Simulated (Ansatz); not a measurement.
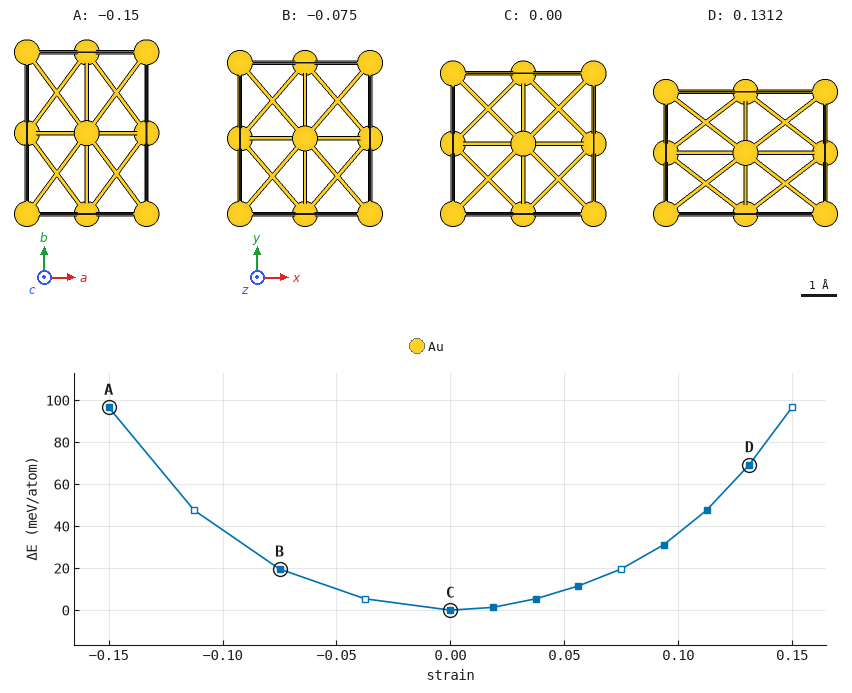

A scan of a crystal of Au (Fm-3m): the cell is strained along x and oppositely along y, with the atoms kept at their fractional coordinates. x, y and z are the Cartesian axes of the input. The lettered frames are marked on the plot. Hollow markers are points alike by symmetry, not computed again. A ball-and-stick model of the conventional cell (4 times the calculation's cell), seen along the c axis. Lengths and directions refer to the drawn axes.

These are results of DFT r2SCAN, scalar-relativistic, plane waves, PAW in Ansatz 0.2.0, not measurements. (plane-wave cutoff 500 eV; k-point mesh 20 × 20 × 20; occupations gaussian; smearing width 0.15 eV; no spin polarisation). Energies (free energies at the smearing named) are counted from the cell as listed in its source, which wasn't relaxed.

> Describe the profile.

The lowest computed point lies at the strain 0.00 (0.0 meV/atom). The unrelaxed reference is under a pressure of 4.1 GPa. The distortion takes the space group from Fm-3m to Fmmm. At the strain −0.15 the cell of the drawing goes a 4.091 → 3.477 Å, b 4.091 → 4.705 Å.

The computed points:

```tsv
strain	ΔE (meV/atom)
−0.1500	96.7
−0.1125	47.6
−0.0750	19.6
−0.0375	5.4
0.0000	0.0
0.0187	1.3
0.0375	5.4
0.0562	11.5
0.0750	19.6
0.0937	31.2
0.1125	47.6
0.1312	69.3
0.1500	96.7
```

Points that are alike by symmetry were computed once.
